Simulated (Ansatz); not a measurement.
# Run report: Li2O, geometry relaxation (part 3 of 3)

The same run, continued: Li2O (slab, 36 atoms in the cell); DFT PBE+D3(BJ), scalar-relativistic, plane waves, PAW, no spin polarisation (Ansatz 0.2.0); cutoff 420 eV, 3×3×1 k-mesh, Gaussian smearing of 0.05 eV. The structure derives from an entry of the Crystallography Open Database. The input holds or restrains some coordinates. Forces given for the steps count only the free coordinates. It belongs to a series of runs on one base structure; here: clean slab, lower planes held.

## Trajectory as extended XYZ (Å, eV, eV/Å), 4 frames, from step=1 to step=4
```
36
Lattice="6.3987 0.0000 0.0000 -3.1994 5.5415 0.0000 0.0000 0.0000 22.5307" Properties=species:S:1:pos:R:3:forces:R:3 step=1 energy=-11763.28558
Li    1.5997    2.7707    8.0000    0.0000   0.0000   0.1415
Li    3.1994    0.0000    8.0000    0.0000   0.0000   0.1415
Li   -1.5997    2.7707    8.0000    0.0000   0.0000   0.1415
Li    0.0000    0.0000    8.0000    0.0000   0.0000   0.1415
O     1.5997    0.9236    8.6531    0.0000   0.0000  -0.3328
O     0.0000    3.6943    8.6531    0.0000   0.0000  -0.3328
O     4.7991    0.9236    8.6531    0.0000   0.0000  -0.3328
O     3.1994    3.6943    8.6531    0.0000   0.0000  -0.3328
Li    3.1994    1.8472    9.3061    0.0000   0.0000   0.0592
Li    1.5997    4.6179    9.3061    0.0000   0.0000   0.0592
Li    0.0000    1.8472    9.3061    0.0000   0.0000   0.0592
Li   -1.5997    4.6179    9.3061    0.0000   0.0000   0.0592
Li    3.1994    3.6943   10.6123    0.0000   0.0000   0.0522
Li    4.7991    0.9236   10.6123    0.0000   0.0000   0.0522
Li    0.0000    3.6943   10.6123    0.0000   0.0000   0.0522
Li    1.5997    0.9236   10.6123    0.0000   0.0000   0.0522
O     3.1994    1.8472   11.2653    0.0000   0.0000   0.0000
O     1.5997    4.6179   11.2653    0.0000   0.0000   0.0000
O     0.0000    1.8472   11.2653    0.0000   0.0000   0.0000
O    -1.5997    4.6179   11.2653    0.0000   0.0000   0.0000
Li   -1.5997    2.7707   11.9184    0.0000   0.0000  -0.0522
Li    0.0000    0.0000   11.9184    0.0000   0.0000  -0.0522
Li    1.5997    2.7707   11.9184    0.0000   0.0000  -0.0522
Li    3.1994    0.0000   11.9184    0.0000   0.0000  -0.0522
Li   -1.5997    4.6179   13.2246    0.0000   0.0000  -0.0592
Li    0.0000    1.8472   13.2246    0.0000   0.0000  -0.0592
Li    1.5997    4.6179   13.2246    0.0000   0.0000  -0.0592
Li    3.1994    1.8472   13.2246    0.0000   0.0000  -0.0592
O    -1.5997    2.7707   13.8776    0.0000   0.0000   0.3328
O     0.0000    0.0000   13.8776    0.0000   0.0000   0.3328
O     1.5997    2.7707   13.8776    0.0000   0.0000   0.3328
O     3.1994    0.0000   13.8776    0.0000   0.0000   0.3328
Li    0.0000    3.6943   14.5307    0.0000   0.0000  -0.1415
Li    1.5997    0.9236   14.5307    0.0000   0.0000  -0.1415
Li    3.1994    3.6943   14.5307    0.0000   0.0000  -0.1415
Li    4.7991    0.9236   14.5307    0.0000   0.0000  -0.1415
36
Lattice="6.3987 0.0000 0.0000 -3.1994 5.5415 0.0000 0.0000 0.0000 22.5307" Properties=species:S:1:pos:R:3:forces:R:3 step=2 energy=-11763.30314
Li    1.5997    2.7707    8.0000    0.0000   0.0000   0.1414
Li    3.1994    0.0000    8.0000    0.0000   0.0000   0.1414
Li   -1.5997    2.7707    8.0000    0.0000   0.0000   0.1414
Li    0.0000    0.0000    8.0000    0.0000   0.0000   0.1414
O     1.5997    0.9236    8.6531    0.0000   0.0000  -0.3322
O     0.0000    3.6943    8.6531    0.0000   0.0000  -0.3322
O     4.7991    0.9236    8.6531    0.0000   0.0000  -0.3322
O     3.1994    3.6943    8.6531    0.0000   0.0000  -0.3322
Li    3.1994    1.8472    9.3061    0.0000   0.0000   0.0685
Li    1.5997    4.6179    9.3061    0.0000   0.0000   0.0685
Li    0.0000    1.8472    9.3061    0.0000   0.0000   0.0685
Li   -1.5997    4.6179    9.3061    0.0000   0.0000   0.0685
Li    3.1994    3.6943   10.6123    0.0000   0.0000   0.0734
Li    4.7991    0.9236   10.6123    0.0000   0.0000   0.0734
Li    0.0000    3.6943   10.6123    0.0000   0.0000   0.0734
Li    1.5997    0.9236   10.6123    0.0000   0.0000   0.0734
O     3.1994    1.8472   11.2686    0.0000   0.0000   0.0057
O     1.5997    4.6179   11.2686    0.0000   0.0000   0.0057
O     0.0000    1.8472   11.2686    0.0000   0.0000   0.0057
O    -1.5997    4.6179   11.2686    0.0000   0.0000   0.0057
Li   -1.5997    2.7707   11.9265    0.0000   0.0000  -0.0480
Li    0.0000    0.0000   11.9265    0.0000   0.0000  -0.0480
Li    1.5997    2.7707   11.9265    0.0000   0.0000  -0.0480
Li    3.1994    0.0000   11.9265    0.0000   0.0000  -0.0480
Li   -1.5997    4.6179   13.2299    0.0000   0.0000  -0.0045
Li    0.0000    1.8472   13.2299    0.0000   0.0000  -0.0045
Li    1.5997    4.6179   13.2299    0.0000   0.0000  -0.0045
Li    3.1994    1.8472   13.2299    0.0000   0.0000  -0.0045
O    -1.5997    2.7707   13.8981    0.0000   0.0000   0.1472
O     0.0000    0.0000   13.8981    0.0000   0.0000   0.1472
O     1.5997    2.7707   13.8981    0.0000   0.0000   0.1472
O     3.1994    0.0000   13.8981    0.0000   0.0000   0.1472
Li    0.0000    3.6943   14.5302    0.0000   0.0000  -0.0517
Li    1.5997    0.9236   14.5302    0.0000   0.0000  -0.0517
Li    3.1994    3.6943   14.5302    0.0000   0.0000  -0.0517
Li    4.7991    0.9236   14.5302    0.0000   0.0000  -0.0517
36
Lattice="6.3987 0.0000 0.0000 -3.1994 5.5415 0.0000 0.0000 0.0000 22.5307" Properties=species:S:1:pos:R:3:forces:R:3 step=3 energy=-11763.30857
Li    1.5997    2.7707    8.0000    0.0000   0.0000   0.1414
Li    3.1994    0.0000    8.0000    0.0000   0.0000   0.1414
Li   -1.5997    2.7707    8.0000    0.0000   0.0000   0.1414
Li    0.0000    0.0000    8.0000    0.0000   0.0000   0.1414
O     1.5997    0.9236    8.6531    0.0000   0.0000  -0.3316
O     0.0000    3.6943    8.6531    0.0000   0.0000  -0.3316
O     4.7991    0.9236    8.6531    0.0000   0.0000  -0.3316
O     3.1994    3.6943    8.6531    0.0000   0.0000  -0.3316
Li    3.1994    1.8472    9.3061    0.0000   0.0000   0.0825
Li    1.5997    4.6179    9.3061    0.0000   0.0000   0.0825
Li    0.0000    1.8472    9.3061    0.0000   0.0000   0.0825
Li   -1.5997    4.6179    9.3061    0.0000   0.0000   0.0825
Li    3.1994    3.6943   10.6123    0.0000   0.0000   0.1038
Li    4.7991    0.9236   10.6123    0.0000   0.0000   0.1038
Li    0.0000    3.6943   10.6123    0.0000   0.0000   0.1038
Li    1.5997    0.9236   10.6123    0.0000   0.0000   0.1038
O     3.1994    1.8472   11.2738    0.0000   0.0000  -0.0058
O     1.5997    4.6179   11.2738    0.0000   0.0000  -0.0058
O     0.0000    1.8472   11.2738    0.0000   0.0000  -0.0058
O    -1.5997    4.6179   11.2738    0.0000   0.0000  -0.0058
Li   -1.5997    2.7707   11.9335    0.0000   0.0000  -0.0249
Li    0.0000    0.0000   11.9335    0.0000   0.0000  -0.0249
Li    1.5997    2.7707   11.9335    0.0000   0.0000  -0.0249
Li    3.1994    0.0000   11.9335    0.0000   0.0000  -0.0249
Li   -1.5997    4.6179   13.2416    0.0000   0.0000   0.0240
Li    0.0000    1.8472   13.2416    0.0000   0.0000   0.0240
Li    1.5997    4.6179   13.2416    0.0000   0.0000   0.0240
Li    3.1994    1.8472   13.2416    0.0000   0.0000   0.0240
O    -1.5997    2.7707   13.9205    0.0000   0.0000   0.0054
O     0.0000    0.0000   13.9205    0.0000   0.0000   0.0054
O     1.5997    2.7707   13.9205    0.0000   0.0000   0.0054
O     3.1994    0.0000   13.9205    0.0000   0.0000   0.0054
Li    0.0000    3.6943   14.5391    0.0000   0.0000   0.0050
Li    1.5997    0.9236   14.5391    0.0000   0.0000   0.0050
Li    3.1994    3.6943   14.5391    0.0000   0.0000   0.0050
Li    4.7991    0.9236   14.5391    0.0000   0.0000   0.0050
36
Lattice="6.3987 0.0000 0.0000 -3.1994 5.5415 0.0000 0.0000 0.0000 22.5307" Properties=species:S:1:pos:R:3:forces:R:3 step=4 energy=-11763.30857
Li    1.5997    2.7707    8.0000    0.0000   0.0000   0.1414
Li    3.1994    0.0000    8.0000    0.0000   0.0000   0.1414
Li   -1.5997    2.7707    8.0000    0.0000   0.0000   0.1414
Li    0.0000    0.0000    8.0000    0.0000   0.0000   0.1414
O     1.5997    0.9236    8.6531    0.0000   0.0000  -0.3316
O     0.0000    3.6943    8.6531    0.0000   0.0000  -0.3316
O     4.7991    0.9236    8.6531    0.0000   0.0000  -0.3316
O     3.1994    3.6943    8.6531    0.0000   0.0000  -0.3316
Li    3.1994    1.8472    9.3061    0.0000   0.0000   0.0825
Li    1.5997    4.6179    9.3061    0.0000   0.0000   0.0825
Li    0.0000    1.8472    9.3061    0.0000   0.0000   0.0825
Li   -1.5997    4.6179    9.3061    0.0000   0.0000   0.0825
Li    3.1994    3.6943   10.6123    0.0000   0.0000   0.1039
Li    4.7991    0.9236   10.6123    0.0000   0.0000   0.1039
Li    0.0000    3.6943   10.6123    0.0000   0.0000   0.1039
Li    1.5997    0.9236   10.6123    0.0000   0.0000   0.1039
O     3.1994    1.8472   11.2738    0.0000   0.0000  -0.0058
O     1.5997    4.6179   11.2738    0.0000   0.0000  -0.0058
O     0.0000    1.8472   11.2738    0.0000   0.0000  -0.0058
O    -1.5997    4.6179   11.2738    0.0000   0.0000  -0.0058
Li   -1.5997    2.7707   11.9335    0.0000   0.0000  -0.0250
Li    0.0000    0.0000   11.9335    0.0000   0.0000  -0.0250
Li    1.5997    2.7707   11.9335    0.0000   0.0000  -0.0250
Li    3.1994    0.0000   11.9335    0.0000   0.0000  -0.0250
Li   -1.5997    4.6179   13.2416    0.0000   0.0000   0.0239
Li    0.0000    1.8472   13.2416    0.0000   0.0000   0.0239
Li    1.5997    4.6179   13.2416    0.0000   0.0000   0.0239
Li    3.1994    1.8472   13.2416    0.0000   0.0000   0.0239
O    -1.5997    2.7707   13.9205    0.0000   0.0000   0.0055
O     0.0000    0.0000   13.9205    0.0000   0.0000   0.0055
O     1.5997    2.7707   13.9205    0.0000   0.0000   0.0055
O     3.1994    0.0000   13.9205    0.0000   0.0000   0.0055
Li    0.0000    3.6943   14.5391    0.0000   0.0000   0.0050
Li    1.5997    0.9236   14.5391    0.0000   0.0000   0.0050
Li    3.1994    3.6943   14.5391    0.0000   0.0000   0.0050
Li    4.7991    0.9236   14.5391    0.0000   0.0000   0.0050
```

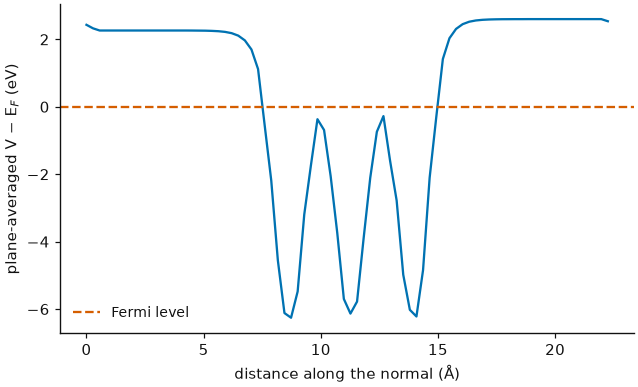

**Figure 1.** Plane average of the electrostatic potential energy of an electron across the cell, from the Fermi level. The vacuum level lies 2.60 eV above the Fermi level on the upper side and 2.26 eV on the lower.

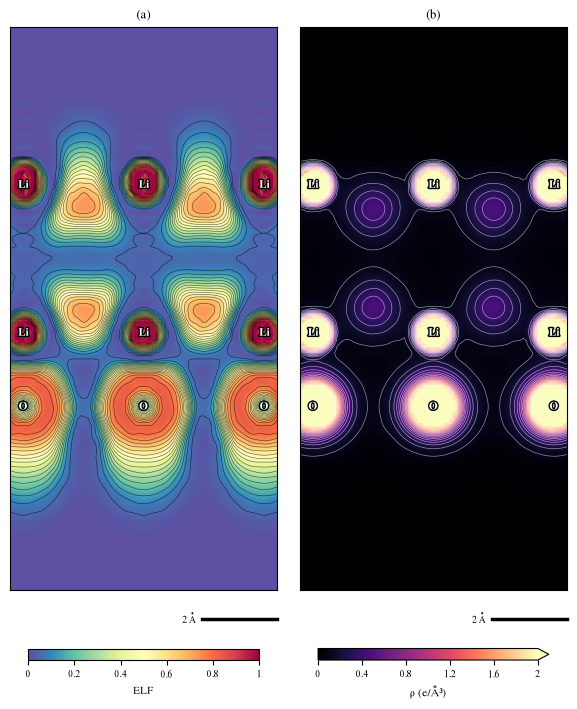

**Figure 2.** (a) electron localisation function; (b) valence electron density on the (100) plane of the calculation cell, a cut from vacuum to vacuum. The section cuts through O and Li sites. Li–O (1.96 Å): the density is about 0.4 e/Å³ at the midpoint; the ELF is about 0.55 at the midpoint. The density dies away to nearly zero in the vacuum. The strong features right at Li lie inside the PAW spheres (semicore, d or f shells) and say nothing about bonding. In a PAW calculation such maps are meaningful between the atoms, not at the nuclei.

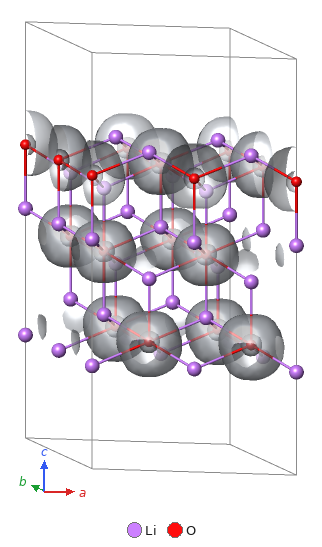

**Figure 3.** Isosurface of the electron localisation function at 0.65 (grey), seen slightly off an axis. Only the valence region is drawn (cores and ρ < 0.01 e/Å³ removed). Sticks mark near contacts. Profiles from the grid: Li–O (1.95 Å): the ELF is about 0.60 at the midpoint.

## Key numbers

- outcome: converged under the restraints of the input
- electrons treated: 144
- free energy: −11763.3086 eV
- work function, top face: 2.60 eV
- work function, bottom face: 2.26 eV
- Fermi energy: 0.068 eV
- gap on the k-point mesh: 2.65 eV
- final volume: 798.91 Å³
- work function (upper face): 2.60 eV
- largest force (length of the vector) at the end, held atoms and coordinates included: 0.332 eV/Å
- wall time: 32 s (CPU time 2.1 min)
- peak memory: 1.4 GiB

## Notes

The program warns: the exchange-correlation potential is rough where the density is thin.
